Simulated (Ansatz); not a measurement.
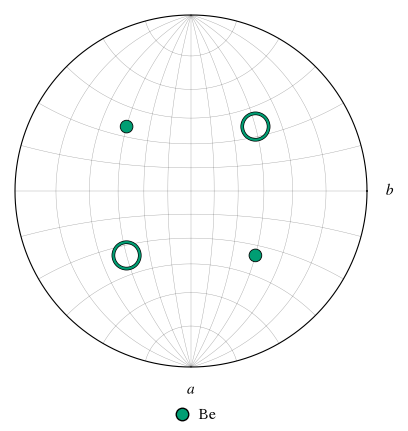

Directions from one tellurium atom at (1/4, 3/4, 1/4) to its bonded neighbours, in stereographic projection down c (filled: above the plane of the page or in it, open: below). Crystal: BeTe, the geometry relaxed with DFT PBEsol, scalar-relativistic, plane waves, PAW in Ansatz. Symmetry computed with spglib at a tolerance of 0.002 Å; standard conventional cell.

Neighbours are counted up to 2.85 Å for Be.

```
Be Te
1.0
     5.60591    0.00000    0.00000
     0.00000    5.60591    0.00000
     0.00000    0.00000    5.60591
Be Te
4 4
Cartesian
  0.0000 0.0000 0.0000
  0.0000 2.8030 2.8030
  2.8030 0.0000 2.8030
  2.8030 2.8030 0.0000
  1.4015 4.2044 1.4015
  1.4015 1.4015 4.2044
  4.2044 4.2044 4.2044
  4.2044 1.4015 1.4015
```

How many neighbours are there, and at what angles?

Answer. 4: 4 Be at 2.43 Å. Angles between bonds: 109° (6×).

What is the site's symmetry in the crystal?

Answer. Point group -43m (Td), order 24: three −4 axes, four threefold axes, six mirror planes. In F-43m, No. 216 this is Wyckoff position 4d.
